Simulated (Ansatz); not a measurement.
Run report: TiAl₃, single-point calculation (part 2 of 2)

Continued. System: TiAl₃ (slab, 20 atoms in the cell). Method: DFT r2SCAN, scalar-relativistic, plane waves, PAW, no spin polarisation (Ansatz 0.2.0); cutoff 500 eV, 8×8×1 k-mesh, Gaussian smearing of 0.1 eV. The structure derives from a Materials Project entry. It belongs to a series of runs on one base structure; here: (1 1 0) slab cut from the bulk.

Geometry of the input (Å; fractional positions):
```
5.0642  0.0000  0.0000
2.1767  4.5726  0.0000
0.0000  0.0000  27.1679
Al 0.5000  0.0000  0.2761
Al -0.0000  0.5000  0.2761
Ti 0.5000  0.5000  0.3258
Al 0.0000  0.0000  0.3258
Al -0.0000  0.5000  0.3756
Al 0.5000  0.0000  0.3756
Ti 0.0000  0.0000  0.4254
Al 0.5000  0.5000  0.4254
Al 0.5000  0.0000  0.4751
Al -0.0000  0.5000  0.4751
Ti 0.5000  0.5000  0.5249
Al 0.0000  0.0000  0.5249
Al -0.0000  0.5000  0.5746
Al 0.5000  0.0000  0.5746
Ti 0.0000  0.0000  0.6244
Al 0.5000  0.5000  0.6244
Al 0.5000  0.0000  0.6742
Al -0.0000  0.5000  0.6742
Ti 0.5000  0.5000  0.7239
Al 0.0000  0.0000  0.7239
```

Output, continued
```
--- Forces (eV/Å), atoms counted from 1 ---
  atom   1  Al     0.00000000     0.00000000     0.48385915
  atom   2  Al     0.00000000     0.00000000     0.48385915
  atom   3  Ti    -0.00000000     0.00000000    -0.29144463
  atom   4  Al     0.00000000     0.00000000    -0.84437360
  atom   5  Al     0.00000000     0.00000000    -0.09278186
  atom   6  Al     0.00000000     0.00000000    -0.09278186
  atom   7  Ti     0.00000000     0.00000000     0.47308793
  atom   8  Al    -0.00000000     0.00000000    -0.04547943
  atom   9  Al     0.00000000     0.00000000    -0.00415423
  atom  10  Al     0.00000000     0.00000000    -0.00415423
  atom  11  Ti     0.00000000    -0.00000000    -0.11091968
  atom  12  Al    -0.00000000     0.00000000     0.04473275
  atom  13  Al     0.00000000     0.00000000     0.07541935
  atom  14  Al     0.00000000     0.00000000     0.07541935
  atom  15  Ti     0.00000000     0.00000000    -0.73342426
  atom  16  Al     0.00000000    -0.00000000     0.07946157
  atom  17  Al     0.00000000     0.00000000     0.42797559
  atom  18  Al    -0.00000000    -0.00000000     0.42797559
  atom  19  Ti     0.00000000    -0.00000000    -0.66030466
  atom  20  Al     0.00000000     0.00000000     0.30807705
  max |Σ_I F_I| component: 4.91e-5 eV/Å
--- Stress (GPa, compression-positive) ---
       -1.355959      -0.294020       0.000000
       -0.294020      -1.076030       0.000000
        0.000000       0.000000      -0.201078
  P = ⅓ Tr σ = -0.8777 GPa (-8.777 kbar)
--- Band table (eV; the first three rows and the last of 21) ---
  k-point 0: bands = ["-56.6883", "-56.1074", "-56.0632", "-56.0327", "-55.9782", "-32.0888", "-31.8867", "-31.7417", "-31.4435", "-31.3449", "-31.3276", "-31.2962", "-31.2771", "-31.2765", "-31.2743", "-31.2574", "-31.2450", "-31.2402", "-31.2390", "-31.1851", "-7.7261", "-7.1262", "-6.2033", "-5.0044", "-3.5933", "-2.1928", "-1.5627", "-1.1984", "-1.0337", "-0.8763", "-0.8247", "-0.4525", "-0.2299", "-0.1185", "-0.1042", "0.0038", "0.1889", "0.2300", "0.4275", "0.5446", "0.6293", "0.7702", "0.8234", "1.1001", "1.1683", "1.4163", "1.4667", "1.5533", "1.6529", "1.7469", "1.8964", "2.0365", "2.3099", "2.6308", "2.6345", "3.3493", "3.6472", "4.0217", "4.4133", "4.5916", "4.7166", "4.8002", "4.8063", "4.9286", "5.0190", "5.1060", "5.1211", "5.2313", "5.2632", "5.3301", "5.3704", "5.7346", "5.7829"]
  k-point 1: bands = ["-56.6883", "-56.1074", "-56.0632", "-56.0327", "-55.9782", "-32.0888", "-31.8868", "-31.7419", "-31.4435", "-31.3451", "-31.3278", "-31.2964", "-31.2774", "-31.2766", "-31.2742", "-31.2575", "-31.2451", "-31.2400", "-31.2391", "-31.1852", "-7.6064", "-7.0085", "-6.0891", "-4.8975", "-3.5119", "-2.5804", "-2.1381", "-2.0524", "-1.4041", "-0.9348", "-0.8739", "-0.4903", "-0.3650", "-0.2636", "-0.0592", "0.0960", "0.1476", "0.2236", "0.6239", "0.7659", "0.8932", "1.0558", "1.0904", "1.1539", "1.2816", "1.3629", "1.4993", "1.6291", "1.6744", "2.0015", "2.0622", "2.1788", "2.2194", "2.5400", "2.8084", "3.2035", "3.5507", "4.0131", "4.3637", "4.4946", "4.6269", "4.7014", "4.8285", "4.9250", "4.9546", "4.9930", "5.0854", "5.2174", "5.2921", "5.4056", "5.5224", "5.7419", "5.8756"]
  k-point 2: bands = ["-56.6883", "-56.1074", "-56.0632", "-56.0327", "-55.9782", "-32.0887", "-31.8870", "-31.7423", "-31.4435", "-31.3453", "-31.3283", "-31.2969", "-31.2781", "-31.2768", "-31.2739", "-31.2577", "-31.2454", "-31.2402", "-31.2389", "-31.1855", "-7.2510", "-6.6592", "-5.7515", "-4.5971", "-3.8209", "-3.2830", "-3.0970", "-2.4765", "-1.9558", "-1.6740", "-1.2123", "-0.9793", "-0.7368", "-0.3853", "-0.2239", "0.0059", "0.1143", "0.1863", "0.6765", "0.7338", "1.0714", "1.2325", "1.4816", "1.5739", "1.6602", "1.8205", "1.8759", "2.0178", "2.0406", "2.2119", "2.2410", "2.3115", "2.5077", "2.5991", "2.8398", "3.0006", "3.6184", "4.0629", "4.2944", "4.3683", "4.4383", "4.5246", "4.6810", "4.8277", "4.8824", "4.9132", "5.0800", "5.2581", "5.3947", "5.4187", "5.8136", "5.9544", "6.0245"]
  k-point 20: bands = ["-56.6883", "-56.1074", "-56.0632", "-56.0327", "-55.9782", "-32.0886", "-31.8878", "-31.7421", "-31.4432", "-31.3445", "-31.3282", "-31.2967", "-31.2782", "-31.2777", "-31.2741", "-31.2593", "-31.2465", "-31.2399", "-31.2395", "-31.1867", "-6.0350", "-5.5034", "-5.0597", "-4.6660", "-4.4964", "-3.7365", "-3.5314", "-3.3160", "-2.8433", "-2.4141", "-2.2056", "-1.9255", "-1.2045", "-1.1753", "-0.9743", "-0.3455", "-0.2053", "-0.1649", "0.0890", "0.8442", "0.9289", "1.3107", "1.3138", "1.8834", "1.9189", "2.2387", "2.4426", "2.4502", "2.7265", "2.7368", "2.9735", "3.1182", "3.1697", "3.2516", "3.3151", "3.3731", "3.5612", "3.5720", "3.6802", "3.7152", "3.8186", "4.1874", "4.4162", "4.5798", "4.8264", "4.8762", "4.9059", "5.2442", "5.4896", "5.4980", "6.0251", "6.1712", "6.2845"]
```

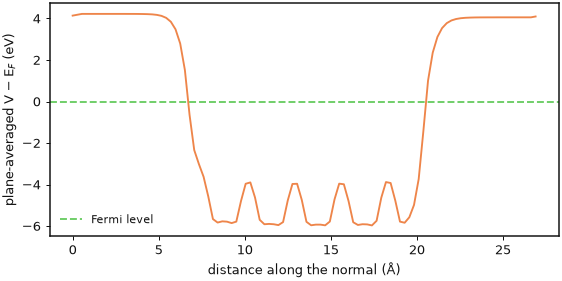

Fig. 1: Plane average of the electrostatic potential energy of an electron across the cell, from the Fermi level. The vacuum level lies 4.06 eV above the Fermi level on the upper side and 4.22 eV on the lower.

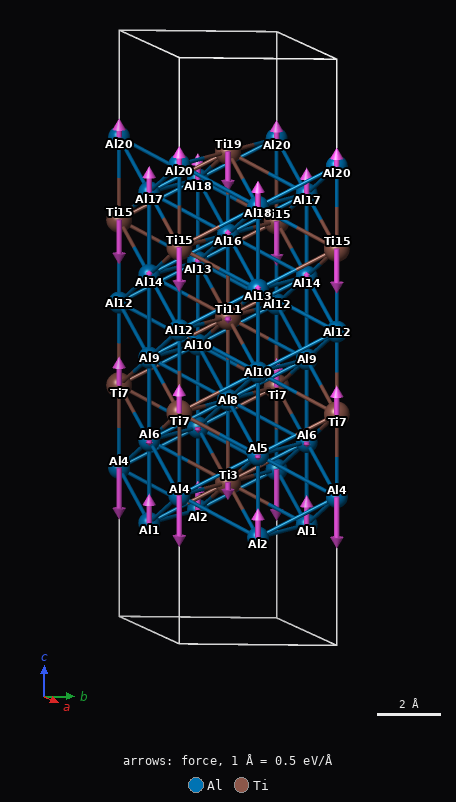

Fig. 2: Forces on the atoms as pink arrows (ball-and-stick view of the cell of the calculation, with the vacuum cut short, seen slightly off an axis; atoms are numbered from 1 in the order of the input); the smallest are left out. The largest act on Al4 (0.84 eV/Å); Ti15 (0.73 eV/Å); Ti19 (0.66 eV/Å); Al1, Al2 (0.48 eV/Å), among others. The geometry is not a stationary point of this energy.

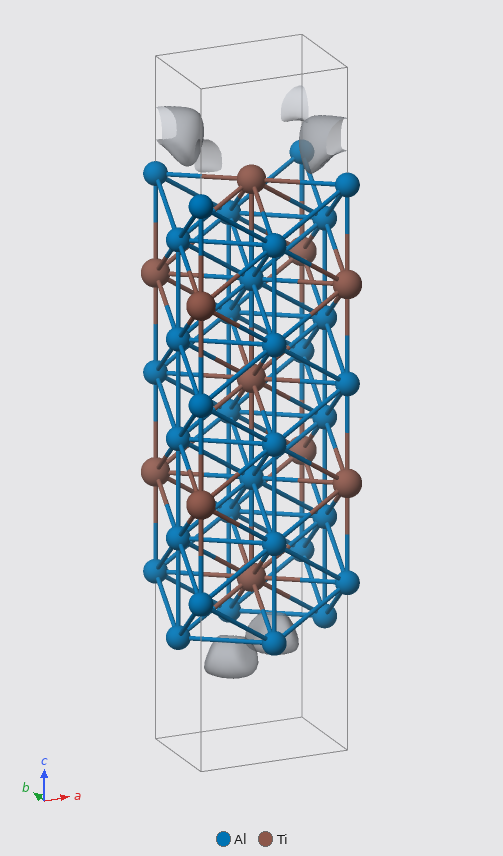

Fig. 3: Isosurface of the electron localisation function at 0.85 (grey), seen slightly off an axis. Only the valence region is drawn (cores and ρ < 0.01 e/Å³ removed). Sticks mark near contacts. Values along the shortest contacts: Ti–Al (2.70 Å): the ELF is about 0.35 at the midpoint, as expected for nearly free electrons, as in a simple metal. Al–Al (2.70 Å): the ELF peaks at about 0.70 between the atoms. In a PAW calculation such maps are meaningful between the atoms, not at the nuclei.

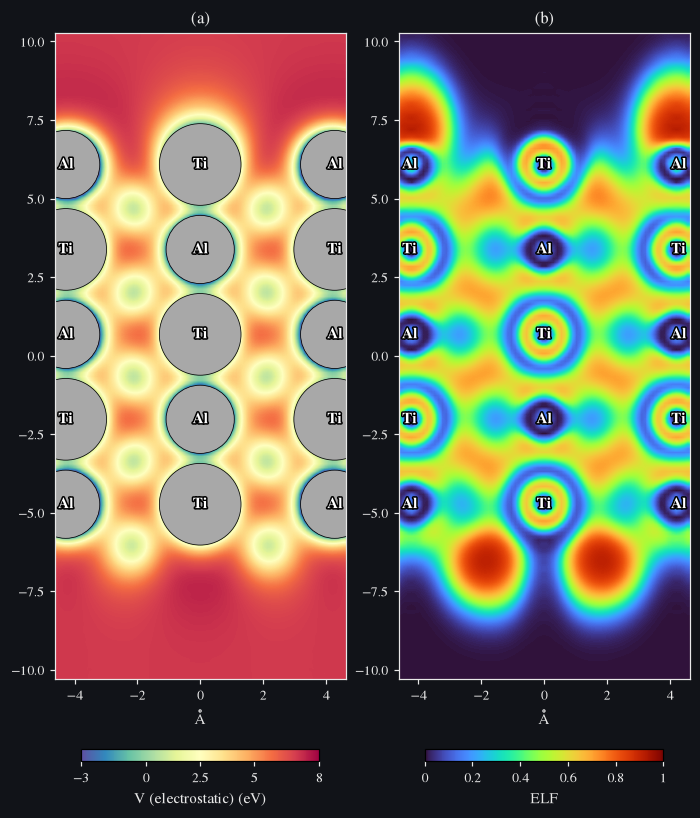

Fig. 4: (a) electrostatic potential (local pseudopotential plus Hartree) felt by an electron; (b) electron localisation function on the (11̄0) plane of the calculation cell, a cut from vacuum to vacuum. Grey discs, where drawn, cover atomic cores. The strong features right at Ti lie inside the PAW spheres (semicore, d or f shells) and say nothing about bonding.

Results in brief

- outcome: converged
- electrons treated: 105
- free energy: −20630.9144 eV
- work function, top face: 4.06 eV
- work function, bottom face: 4.22 eV
- Fermi energy: 2.813 eV
- gap on the k-point mesh: none (metallic)
- work function (upper face): 4.06 eV
- largest force (length of the vector): 0.844 eV/Å
- hardware: 2 threads of AMD EPYC (Zen 3), 32 GiB of memory available, shared host
- wall time: 2.5 min (CPU time 4.9 min)
- peak memory: 2.5 GiB

Notes

Warnings of the run: the exchange-correlation potential is rough where the density is thin.
